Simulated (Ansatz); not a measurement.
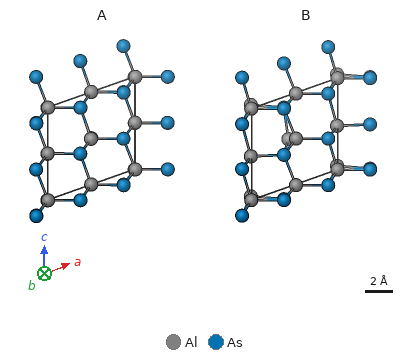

Two geometries of crystalline Al₈As₇ (a generated structure, set up in P1) (coarse preliminary run), drawn at one scale. One is the start of a relaxation, the other its converged end. A ball-and-stick model of the cell of the calculation, reduced to other axes (origin shifted), seen along the b axis. Lengths and directions refer to the drawn axes.

Method: Ansatz 0.2.0, DFT PBE, scalar-relativistic, plane waves, PAW. Settings: plane-wave cutoff 420 eV; k-point mesh 2 × 2 × 2; occupations gaussian; smearing width 0.1 eV; mesh shifted by (0.5, 0.5, 0.5); no spin polarisation; cell and atoms relaxed; force threshold 0.04 eV/Å; at most 50 steps.

### Which one is relaxed?

Structure B is the relaxed one. Case: 1 of 8 As atoms taken out at random. The largest move relative to the cell is that of an Al atom, 0.49 Å along [−3 1 1]. By element the largest moves are Al 0.49 Å, As 0.15 Å. The drawn cell changes as follows: a 8.100 → 7.999 Å (−1.2 %), b 8.100 → 8.005 Å (−1.2 %), c 8.100 → 8.007 Å (−1.2 %); the volume changes by −3.6 %. Some distances before and after: Al–As 2.428 → 2.544 Å, Al–As 2.549 → 2.450 Å, Al–As 2.488 → 2.413 Å, Al–As 2.509 → 2.448 Å. Among the angles between lasting bonds that change: Al–As–Al 107.9° → 124.7°, Al–As–Al 109.9° → 124.6°, As–Al–As 109.4° → 118.2°. The space group stays P1 (No. 1). The energy falls by 0.319 eV per cell of the calculation in 8 accepted moves (9 points after the start). Largest force component: 0.76 eV/Å at the start, 0.017 eV/Å at the end. Pressure: −0.80 GPa at the start and 0.00 GPa at the end. The SCF was repeated once at an unchanged geometry on a basis and grid sized afresh for the cell, which shifted the energy by 1.9 meV per cell of the calculation at most. Cost: 63 s on 4 threads of Intel(R) Xeon(R) Processor @ 2.70GHz, on a shared host, peak memory 0.92 GiB.

Limits of the set-up: the k-point mesh is coarse for a cell with partly filled bands.
